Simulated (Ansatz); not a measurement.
# Cu: what the fields show

```
CELL_PARAMETERS angstrom
2.53410 0.00000 0.00000
-1.26705 2.19459 0.00000
0.00000 0.00000 4.11257
ATOMIC_POSITIONS crystal
Cu 0.33333 0.66667 0.25000
Cu 0.66667 0.33333 0.75000
```

Space group P6₃/mmc; a structure from a database of computed crystals, not necessarily the ambient phase; computed pressure about 9 GPa in this cell; spin-polarised.

Level of theory: DFT, r2SCAN, PAW with Ansatz's default frozen-core files, scalar-relativistic (Ansatz 0.2.0).

Core electrons are frozen (PAW), and the valence fields are smoothed inside the atomic spheres.

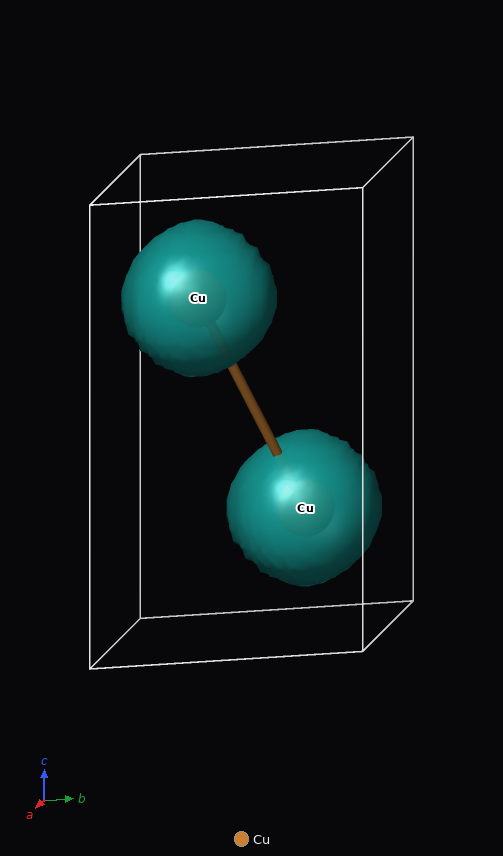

Figure 1. Isosurface of the magnetisation density (up minus down) at +0.08 e/Å³ (teal), seen slightly off an axis. Sticks mark near contacts.

Which atoms carry the moments, and with what signs?

The spin density sits on Cu: +0.6 μB (×2) in one cell of 2 atoms: parallel main moments (a ferromagnetic arrangement) in this solution. The cell of the calculation (2 atoms) carries 1.6 μB of net spin moment.

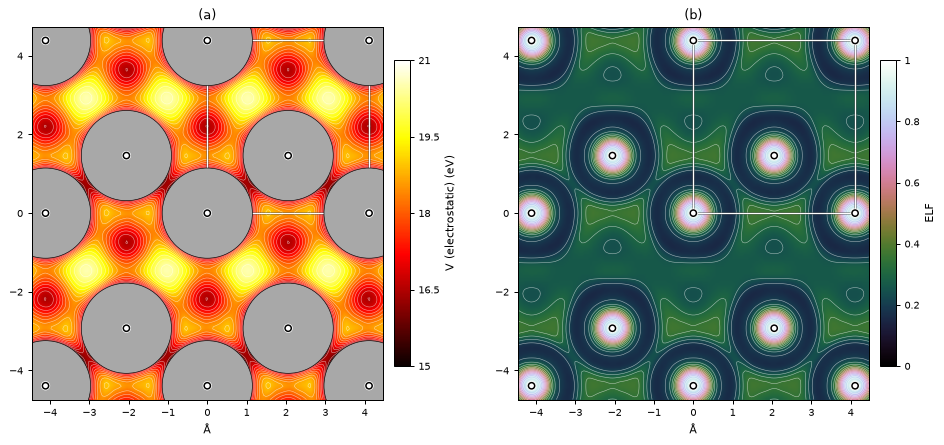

Figure 2. (a) electrostatic potential energy of an electron; (b) electron localisation function on the (110) plane of the conventional cell. Circles mark the nuclei in the plane (Cu). Grey discs cover the atomic cores in the potential map.

What do the fields say about this system?

The section cuts through Cu sites.
Cu–Cu (2.52 Å): the ELF is about 0.25 at the midpoint; no shared electron pair shows on this line.
The features right at Cu lie inside the PAW spheres, where the map follows smoothed inner orbitals and isn't to be read closely.
Outside the cores the potential energy rises away from the atoms and is highest about 1.8 Å from the nearest atoms; its zero is arbitrary.

Does the calculation make it a metal, or give it a gap?

It is metallic or semimetallic at this level of theory: no gap opens.
